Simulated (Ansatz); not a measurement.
# ZnSe (Stilleite): G0W0 under other settings

A base run on ZnSe (Stilleite), then changed inputs.

Program: Ansatz 0.2.0. Level of theory: G0W0 on PBE, plane waves, PAW. Results are calculated unless marked as measured.

### 1. The structure

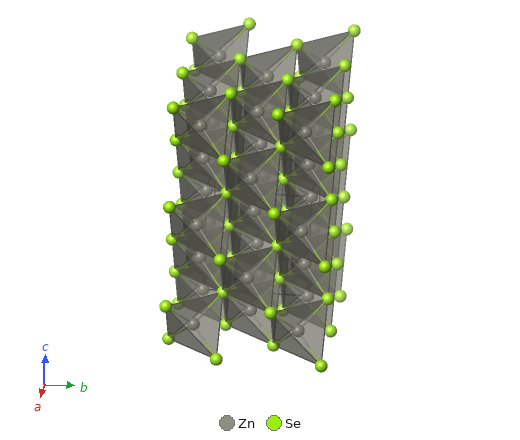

Start, viewed slightly off an axis; zinc grey, selenium green. 2×1×2 cells are drawn. This picture shows the conventional cell, with its axes. Some periodic images of atoms are drawn too.

The cell and positions come from the Crystallography Open Database and are kept as given unless a step says otherwise. The default PAW set here is soft_2. Its files were made with PBE.

### 2. The base run: 4×4×4 mesh, 135 empty bands, screening to 120 eV

Now the one-shot GW correction: screening in the RPA, then the self-energy of the levels asked for.

The input, input.yaml:

```yaml
crystal:
  lattice:
    - [0.0, 2.8338, 2.8338]
    - [2.8338, 0.0, 2.8338]
    - [2.8338, 2.8338, 0.0]
  atoms:
    - { symbol: Zn, position: [0.0, 0.0, 0.0] }
    - { symbol: Se, position: [0.25, 0.25, 0.25] }
kpoints:
  mp_grid: { grid: [4, 4, 4] }
hamiltonian:
  xc: pbe
scf:
  occupations: { method: fixed }
gw:
  n_empty_bands: 135
  ecut_chi: 120
  qp_bands: [v2, c2]
  qp_kpoints: band_edges
  screening: { model: contour_deformation }
```

The run is started by

```bash
ansatz run input.yaml --threads 3 --pin off --max-ram 92160MiB --backend cuda --events-out ev --progress --plain --runs-dir out --devices 1 --max-vram 13GiB
```

Numbers of over 12 decimals in the logs are rounded to 6 here.

The program printed:

```text
GPUs: using 1 of 1 available (devices: 1).
Engine: ansatz 0.2.0, x86_64-unknown-linux-gnu
Pseudopotentials: kind: paw
Pseudopotential: Zn, paw, valence charge 12, recommended cutoff 420 eV (normal), Zn.paw.azcp
Pseudopotential: Se, paw, valence charge 16, recommended cutoff 420 eV (normal), Se.paw.azcp
Functional definition: PBE
  parameter kappa = 0.804
  parameter beta = 0.066725
  exchange = pbe_x(kappa = kappa, mu = beta*pi^2/3)
  correlation = pbe_c(beta = beta)
device memory: the entry about to start is reckoned to put 0.8 GiB on a device that reports 34.1 GiB free (of which the cap on the GPU budget leaves the run 13.0 GiB)
GPU FFT provider: cuFFT
GPU libraries: cuBLAS 13.8.2, cuFFT 12.4.0, cuSOLVER 12.3.4
Crystal: 2 atoms, lattice volume = 45.513 Å³
Basis set: ecut = 420 eV, 893 PW (Γ)
Bands: 18, of which v1, the nominal top of the filled ones, is band 14 counted from 1 (13 counted from 0)
Symmetry: 24 space group operations
Space group: F-43m (ITA 216), of the structure as read, at distance tolerance 3.6e-5 Å
k-points: 8 of 64 (time reversal used)
Non-local potential: Zn, projectors of the file, l = 0: 2, l = 1: 2, l = 2: 3, l = 3: 1
Non-local potential: Se, projectors of the file, l = 0: 2, l = 1: 2, l = 2: 3, l = 3: 1
PAW form: soft (Blöchl's): semilocal exchange-correlation on the pseudo side does not see the compensation charge
PAW one-centre angular grid: Zn, 590 points (default); XC on 64 Gauss nodes
PAW one-centre angular grid: Se, 590 points (default); XC on 64 Gauss nodes
Initial density: superposition of atomic densities (neutral atoms: chi_scale 0, normalization atom), corrected by the library's trained network
Initial wavefunctions: pseudopotential atomic-orbital guess
GPU buffer pool allocated for 19683 grid points (all kernels)
GPU transforms: local potential and band sums: pruned to the plane-wave sphere, on 25×27×27
Functional: x = pbe(κ = 0.804, μ = 0.219515), c = pbe(β = 0.066725)
SCF iter   1: F=—  HF=-8789.459623 eV  |F-HF|=—  |Δ(HF+E_count)|=         —  Δρ=7.17e-4  dr2=2.90e-4  ethr=1.77e-3  ⟨swp⟩=5.0  Hψ=660  notcnv=0  defer=11
preconditioner: auto → none  [insulator: Δε(μ)=1.281 eV  Ē_g=11.869 eV  n_scr=14 (ndim 8)  ℏωp=23.4 eV  f_vac=0.121  ε∞_Penn≈4.9]
SCF iter   2: F=—  HF=-8789.459596 eV  |F-HF|=—  |Δ(HF+E_count)|=   2.76e-5  Δρ=2.98e-4  dr2=2.78e-5  ethr=1.03e-6  ⟨swp⟩=2.0  Hψ=340  notcnv=0  defer=12
SCF iter   3: F=—  HF=-8789.459593 eV  |F-HF|=—  |Δ(HF+E_count)|=   2.22e-6  Δρ=1.52e-4  dr2=6.50e-6  ethr=9.92e-8  ⟨swp⟩=2.0  Hψ=256  notcnv=0  defer=7
SCF iter   4: F=—  HF=-8789.459603 eV  |F-HF|=—  |Δ(HF+E_count)|=   9.93e-6  Δρ=7.29e-5  dr2=1.29e-6  ethr=2.32e-8  ⟨swp⟩=2.0  Hψ=256  notcnv=0  defer=15
[...]
E_nonlocal   = 18.433573
  E_hartree    = 2035.653355
  E_xc         = -241.548169
  E_vxc        = -150.357636  (∫ρ·V_xc dr)
  E_paw        = -3739.468391  (= ΣΔE_a)
  E_vpaw       = -178.288276  (= ΣTr[D̂ρ^β])
  E_aug_tail   = -0.000889  (compensation charges beyond the density's cutoff)
  E_ewald      = -2720.942845
  E_smearing   = -0.000000  (= −TS)
  E_closure    = -0.000000  (closes the sum)
  Σ components = -8789.459603   (vs F -8789.459603, Δ=0.00e0)
--- Band table (eV; the first three rows and the last of 8) ---
  k-point 0: bands = [... 10 lower, 0.6084, 6.8086, 6.8086, 6.8086, 8.0842, 12.5971, 12.5971, 12.5971]
  k-point 1: bands = [... 10 lower, 0.6085, 3.7543, 6.3303, 6.3303, 9.5424, 13.2301, 13.2301, 13.3651]
  k-point 2: bands = [... 10 lower, 0.7680, 1.5709, 5.9382, 5.9382, 9.3373, 13.1782, 13.1782, 15.3694]
  k-point 7: bands = [... 10 lower, 0.9097, 2.1114, 4.0402, 4.1395, 12.2794, 12.3501, 13.7585, 14.5115]
--- G₀W₀: contour deformation, 7 samples at zero and on the imaginary axis and 2 off it, 64 q-points, 135 empty bands' worth ---
  eigenvalues of the whole cell's RPA ε∞ on this k-mesh (on a slab, of 1 + 4πα/V) = 13.6272, 13.6272, 13.6272; static W/v taken at q = 0 is 0.073382
  bands read: the sum over 149 bands ends inside a degenerate multiplet in 3 slots, whose members it reads at an even weight; the widest, k=0: bands 148 to 150 (counted from 1) at 2/3 each
  gw.qp_kpoints: band_edges: 7 of 8 stored k-points solved, in 1 pass; an edge of the gap read off the rows below is read off those points alone
    valence top: of the k-points left out ik 5 came nearest to being solved in a further pass, in band 14 (counted from 1, as in the quasiparticle table): it holds the edge there only if its correction is more favourable than any solved in that band by at least 0.912 eV; those differ by 0.086 eV
    conduction bottom: of the k-points left out ik 5 came nearest to being solved in a further pass, in band 15 (counted from 1, as in the quasiparticle table): it holds the edge there only if its correction is more favourable than any solved in that band by at least 2.494 eV; those differ by 0.358 eV
    ik  band        ε_KS         Σx   Σc(E_QP)       V_xc       Z   E_QP_lin       E_QP  E_QP is
     0    13      6.8086   -21.9523     2.3715   -18.8521  0.7522     6.0573     6.0800  root
     0    14      6.8086   -21.9523     2.3715   -18.8521  0.7522     6.0573     6.0800  root
     0    15      8.0842    -9.4842    -4.0281   -13.7998  0.7770     8.3742     8.3717  root
     0    16     12.5971    -6.9156    -4.5146   -11.6469  0.7617    12.8154    12.8138  root
     1    13      6.3303   -21.0866     2.4119   -17.9225  0.7498     5.5530     5.5781  root
     1    14      6.3303   -21.0866     2.4119   -17.9225  0.7498     5.5530     5.5781  root
     1    15      9.5424    -8.9455    -4.1545   -13.3787  0.7721     9.8235     9.8212  root
     1    16     13.2301    -7.1655    -4.6325   -12.0172  0.7548    13.4509    13.4493  root
[...]
7    13      4.0402   -20.3878     3.2376   -16.2555  0.7260     3.0966     3.1455  root
     7    14      4.1395   -16.7571     2.5623   -13.3910  0.7320     3.3001     3.3357  root
     7    15     12.2794    -8.0527    -4.0333   -12.0943  0.7647    12.2877    12.2877  root
     7    16     12.3501   -10.0640    -4.8300   -15.3545  0.7434    12.8191    12.8104  root
[key lines of the parts left out:]
SCF converged after 6 iterations
Free energy (F): -8789.459603 eV
Fermi energy:    6.808588 eV
```

Elapsed: 11 s, on 1 × NVIDIA H100 80GB HBM3 (shared by 6 runs) with 3 threads of AMD EPYC 7R13 (Zen 3), shared host; peak memory 1.1 GiB; 19 s of CPU time.

Numbers from this step:

| Item | Value |
| --- | --- |
| bands summed | 149 |
| RPA ε∞ on this mesh (eigenvalues) | 13.63, 13.63, 13.63 |
| plane waves in the screening matrix | 137 |
| q-points in the mesh | 64 |
| G0W0 gap on the mesh | 2.292 eV |
| k of the valence top | 0, 0, 0 |
| k of the conduction bottom | 0, 0, 0 |
| starting gap on the mesh | 1.276 eV |
| Z at the valence top | 0.7522 |
| Z at the conduction bottom | 0.7770 |
| least direct G0W0 gap on the computed points | 2.292 eV |

The gap on the mesh goes from 1.28 eV to 2.29 eV, a correction of +1.02 eV. Between the two edge states, bare exchange in place of the xc potential would open the gap by 7.42 eV, and correlation takes back 6.40 eV.

### 3. Variant: wider window of levels

input.yaml, the sections that differ from step 2:

```yaml
gw:
  n_empty_bands: 103
  ecut_chi: 100
  qp_bands: [v6, c6]
  qp_kpoints: [[0, 0, 0]]
  screening: { model: contour_deformation }
# crystal, kpoints, hamiltonian, scf: as in step 2
```

The program printed:

```text
GPUs: using 1 of 1 available (devices: 1).
[...]
GPU FFT provider: cuFFT
GPU libraries: cuBLAS 13.8.2, cuFFT 12.4.0, cuSOLVER 12.3.4
Crystal: 2 atoms, lattice volume = 45.513 Å³
Basis set: ecut = 420 eV, 893 PW (Γ)
Bands: 18, of which v1, the nominal top of the filled ones, is band 14 counted from 1 (13 counted from 0)
Symmetry: 24 space group operations
[...]
k-points: 8 of 64 (time reversal used)
[...]
GPU buffer pool allocated for 19683 grid points (all kernels)
[...]
SCF iter   1: F=—  HF=-8789.459623 eV  |F-HF|=—  |Δ(HF+E_count)|=         —  Δρ=7.17e-4  dr2=2.90e-4  ethr=1.77e-3  ⟨swp⟩=5.0  Hψ=660  notcnv=0  defer=11
[...]
SCF iter   6: F=-8789.459603 eV  HF=-8789.459603 eV  |F-HF|=2.15e-9  |Δ(HF+E_count)|=   8.85e-8  Δρ=4.18e-6  dr2=3.69e-9  ethr=3.57e-10  ⟨swp⟩=5.5  Hψ=568  notcnv=0
SCF 1 converged in 6 iterations: F = -8789.459603 eV  dr2 = 3.69e-9
[...]
NSCF: frozen V_eff on 8 k-points
[...]
G₀W₀ screening: q 1/8
[... further progress lines ...]
[...]
SCF converged after 6 iterations
Free energy (F): -8789.459603 eV
[...]
Internal energy: -8789.459603 eV  (E = F + TS)
E sigma→0 (E₀):  -8789.459603 eV
Fermi energy:    6.808588 eV
[...]
--- Band table (eV; the first three rows and the last of 8) ---
  k-point 0: bands = [... 10 lower, 0.6084, 6.8086, 6.8086, 6.8086, 8.0842, 12.5971, 12.5971, 12.5971]
  k-point 1: bands = [... 10 lower, 0.6085, 3.7543, 6.3303, 6.3303, 9.5424, 13.2301, 13.2301, 13.3651]
  k-point 2: bands = [... 10 lower, 0.7680, 1.5709, 5.9382, 5.9382, 9.3373, 13.1782, 13.1782, 15.3694]
  k-point 7: bands = [... 10 lower, 0.9097, 2.1114, 4.0402, 4.1395, 12.2794, 12.3501, 13.7585, 14.5115]
[...]
0     9      0.2402   -48.2072     9.3627   -37.0230  0.6724    -1.5900    -1.5813  root
     0    10      0.6084   -51.0130     9.6215   -39.4445  0.6796    -1.3393    -1.3385  root
     0    11      0.6084   -51.0130     9.6215   -39.4445  0.6796    -1.3393    -1.3385  root
     0    12      6.8086   -21.9523     2.4362   -18.8521  0.7527     6.1269     6.1446  root
     0    13      6.8086   -21.9523     2.4362   -18.8521  0.7527     6.1269     6.1446  root
     0    14      6.8086   -21.9523     2.4362   -18.8521  0.7527     6.1269     6.1446  root
     0    15      8.0842    -9.4842    -3.9444   -13.7998  0.7769     8.4597     8.4555  root
     0    16     12.5971    -6.9156    -4.4621   -11.6469  0.7614    12.8689    12.8663  root
     0    17     12.5971    -6.9156    -4.4621   -11.6469  0.7614    12.8689    12.8663  root
     0    18     12.5971    -6.9156    -4.4621   -11.6469  0.7614    12.8689    12.8663  root
     0    19     16.7229    -4.2445    -5.5313    -9.8076  0.7307    16.7547    16.7547  root
     0    20     18.2797    -7.6736    -5.0879   -13.0173  0.7535    18.5379    18.5355  root
```

It took 9.3 s on 1 × NVIDIA H100 80GB HBM3 (shared by 6 runs) with 3 threads; peak memory 1 GiB.

Absolute levels on the run's own zero. QP, by row:

```tsv
k index	band	KS (eV)	Sigma_x (eV)	Sigma_c (eV)	Vxc (eV)	Z	QP linearised (eV)	QP (eV)	source	doubts
0	9	0.2402	-48.21	9.363	-37.02	0.6724	-1.59	-1.581	root	
0	10	0.6084	-51.01	9.621	-39.44	0.6796	-1.339	-1.339	root	
0	11	0.6084	-51.01	9.621	-39.44	0.6796	-1.339	-1.339	root	
0	12	6.809	-21.95	2.436	-18.85	0.7527	6.127	6.145	root	
0	13	6.809	-21.95	2.436	-18.85	0.7527	6.127	6.145	root	
0	14	6.809	-21.95	2.436	-18.85	0.7527	6.127	6.145	root	
0	15	8.084	-9.484	-3.944	-13.8	0.7769	8.46	8.456	root	
0	16	12.6	-6.916	-4.462	-11.65	0.7614	12.87	12.87	root	
0	17	12.6	-6.916	-4.462	-11.65	0.7614	12.87	12.87	root	
0	18	12.6	-6.916	-4.462	-11.65	0.7614	12.87	12.87	root	
0	19	16.72	-4.245	-5.531	-9.808	0.7307	16.75	16.75	root	
0	20	18.28	-7.674	-5.088	-13.02	0.7535	18.54	18.54	root
```

Against the base:

```tsv
setting	base	variant
empty bands	135	103
screening cutoff (eV)	120	100
levels asked	v2 to c2	v6 to c6
points asked	band edges	[[0, 0, 0]]
```

### 4. Variant: all filled levels at the zone centre

Edit input.yaml of step 3 so:

```diff
@@ -17,3 +17,3 @@
   ecut_chi: 100
-  qp_bands: [v6, c6]
+  qp_bands: [lowest, c2]
   qp_kpoints: [[0, 0, 0]]
```

The program printed:

```text
GPUs: using 1 of 1 available (devices: 1).
[...]
GPU FFT provider: cuFFT
GPU libraries: cuBLAS 13.8.2, cuFFT 12.4.0, cuSOLVER 12.3.4
Crystal: 2 atoms, lattice volume = 45.513 Å³
Basis set: ecut = 420 eV, 893 PW (Γ)
Bands: 18, of which v1, the nominal top of the filled ones, is band 14 counted from 1 (13 counted from 0)
Symmetry: 24 space group operations
[...]
k-points: 8 of 64 (time reversal used)
[...]
GPU buffer pool allocated for 19683 grid points (all kernels)
[...]
SCF iter   1: F=—  HF=-8789.459623 eV  |F-HF|=—  |Δ(HF+E_count)|=         —  Δρ=7.17e-4  dr2=2.90e-4  ethr=1.77e-3  ⟨swp⟩=5.0  Hψ=660  notcnv=0  defer=11
[...]
SCF iter   6: F=-8789.459603 eV  HF=-8789.459603 eV  |F-HF|=2.15e-9  |Δ(HF+E_count)|=   8.85e-8  Δρ=4.18e-6  dr2=3.69e-9  ethr=3.57e-10  ⟨swp⟩=5.5  Hψ=568  notcnv=0
SCF 1 converged in 6 iterations: F = -8789.459603 eV  dr2 = 3.69e-9
[...]
G₀W₀ screening: q 1/8
[... further progress lines ...]
[...]
SCF converged after 6 iterations
Free energy (F): -8789.459603 eV
[...]
Internal energy: -8789.459603 eV  (E = F + TS)
E sigma→0 (E₀):  -8789.459603 eV
Fermi energy:    6.808588 eV
[...]
--- Band table (eV; the first three rows and the last of 8) ---
  k-point 0: bands = [... 10 lower, 0.6084, 6.8086, 6.8086, 6.8086, 8.0842, 12.5971, 12.5971, 12.5971]
  k-point 1: bands = [... 10 lower, 0.6085, 3.7543, 6.3303, 6.3303, 9.5424, 13.2301, 13.2301, 13.3651]
  k-point 2: bands = [... 10 lower, 0.7680, 1.5709, 5.9382, 5.9382, 9.3373, 13.1782, 13.1782, 15.3694]
  k-point 7: bands = [... 10 lower, 0.9097, 2.1114, 4.0402, 4.1395, 12.2794, 12.3501, 13.7585, 14.5115]
[...]
`?` marks the rows in doubt; gw_qp.tsv's column doubts and the gw_qp event give each row's grounds
[...]
0     1    -40.0038   -72.7511    13.3392   -54.7246  0.6586   -45.2220   -44.6911  root ?
     0     2    -40.0038   -72.7511    13.3392   -54.7246  0.6586   -45.2220   -44.6911  root ?
     0     3    -40.0038   -72.7511    13.3392   -54.7246  0.6586   -45.2220   -44.6911  root ?
     0     4    -39.9994   -72.7549    13.3391   -54.7311  0.6584   -45.2143   -44.6841  root ?
     0     5    -39.9994   -72.7549    13.3391   -54.7311  0.6584   -45.2143   -44.6841  root ?
     0     6     -6.4490   -23.4049     7.1144   -15.8536  0.6338    -6.8957    -6.8860  root
     0     7      0.2402   -48.2072     9.3627   -37.0230  0.6724    -1.5900    -1.5813  root
     0     8      0.2402   -48.2072     9.3627   -37.0230  0.6724    -1.5900    -1.5813  root
     0     9      0.2402   -48.2072     9.3627   -37.0230  0.6724    -1.5900    -1.5813  root
     0    10      0.6084   -51.0130     9.6215   -39.4445  0.6796    -1.3393    -1.3385  root
     0    11      0.6084   -51.0130     9.6215   -39.4445  0.6796    -1.3393    -1.3385  root
     0    12      6.8086   -21.9523     2.4362   -18.8521  0.7527     6.1269     6.1446  root
     0    13      6.8086   -21.9523     2.4362   -18.8521  0.7527     6.1269     6.1446  root
     0    14      6.8086   -21.9523     2.4362   -18.8521  0.7527     6.1269     6.1446  root
     0    15      8.0842    -9.4842    -3.9444   -13.7998  0.7769     8.4597     8.4555  root
     0    16     12.5971    -6.9156    -4.4621   -11.6469  0.7614    12.8689    12.8663  root
```

Run time: 8.7 s. Hardware: 1 × NVIDIA H100 80GB HBM3 (shared by 6 runs) with 3 threads; peak memory 1 GiB.

Absolute levels on the run's own zero. QP, by row:

```tsv
k index	band	KS (eV)	Sigma_x (eV)	Sigma_c (eV)	Vxc (eV)	Z	QP linearised (eV)	QP (eV)	source	doubts
0	1	-40	-72.75	13.34	-54.72	0.6586	-45.22	-44.69	root	energies_apart
0	2	-40	-72.75	13.34	-54.72	0.6586	-45.22	-44.69	root	energies_apart
0	3	-40	-72.75	13.34	-54.72	0.6586	-45.22	-44.69	root	energies_apart
0	4	-40	-72.75	13.34	-54.73	0.6584	-45.21	-44.68	root	energies_apart
0	5	-40	-72.75	13.34	-54.73	0.6584	-45.21	-44.68	root	energies_apart
0	6	-6.449	-23.4	7.114	-15.85	0.6338	-6.896	-6.886	root	
0	7	0.2402	-48.21	9.363	-37.02	0.6724	-1.59	-1.581	root	
0	8	0.2402	-48.21	9.363	-37.02	0.6724	-1.59	-1.581	root	
0	9	0.2402	-48.21	9.363	-37.02	0.6724	-1.59	-1.581	root	
0	10	0.6084	-51.01	9.621	-39.44	0.6796	-1.339	-1.339	root	
0	11	0.6084	-51.01	9.621	-39.44	0.6796	-1.339	-1.339	root	
0	12	6.809	-21.95	2.436	-18.85	0.7527	6.127	6.145	root	
0	13	6.809	-21.95	2.436	-18.85	0.7527	6.127	6.145	root	
0	14	6.809	-21.95	2.436	-18.85	0.7527	6.127	6.145	root	
0	15	8.084	-9.484	-3.944	-13.8	0.7769	8.46	8.456	root	
0	16	12.6	-6.916	-4.462	-11.65	0.7614	12.87	12.87	root
```

Against the base:

```tsv
setting	base	variant
empty bands	135	103
screening cutoff (eV)	120	100
levels asked	v2 to c2	lowest to c2
points asked	band edges	[[0, 0, 0]]
```

### 5. What came out

| Property | Result |
| --- | --- |
| base | 2.29 eV, 11 s |
| wider window of levels | direct gap at the listed points 2.31 eV, 9.3 s |
| all filled levels at the zone centre | direct gap at the listed points 2.31 eV, 8.7 s |

What this shows: Wider window of levels: only the listed points were computed; the least direct gap there is 2.31 eV, with empty bands, screening cutoff, levels asked and points asked changed against the base. All filled levels at the zone centre: only the listed points were computed; the least direct gap there is 2.31 eV, with empty bands, screening cutoff, levels asked and points asked changed against the base. All runs here use a coarse mesh and modest cutoffs; they test settings and are not final values. The 4×4×4 mesh is coarse for this cell (its supercell is 16 Å along the shortest edge). The RPA ε∞ on it, from the PBE start, is 13.63; such meshes misread the long-range screening, most where the gap is narrow. The many-body steps are scalar-relativistic: spin-orbit coupling is not in them.

[Paths, hosts, dates, memory and timing lines, banners, echoed tables and standing remarks are left out of the program output.]

[Logs are printed without paths, hosts, clocks, repeated set-up lines and the standing remarks that a program may print on its own settings, such as how far it seeks lower states.]

[Runs of the session that timed out or met a known fault of the program may be left out.]

[Cells called generated may have been cut or substituted from an entry of the Crystallography Open Database or the Materials Project.]

[Hosts, paths, dates, database ids (printed as entryN), source tags and the programs' standing remarks are cut or masked in the printed files.]
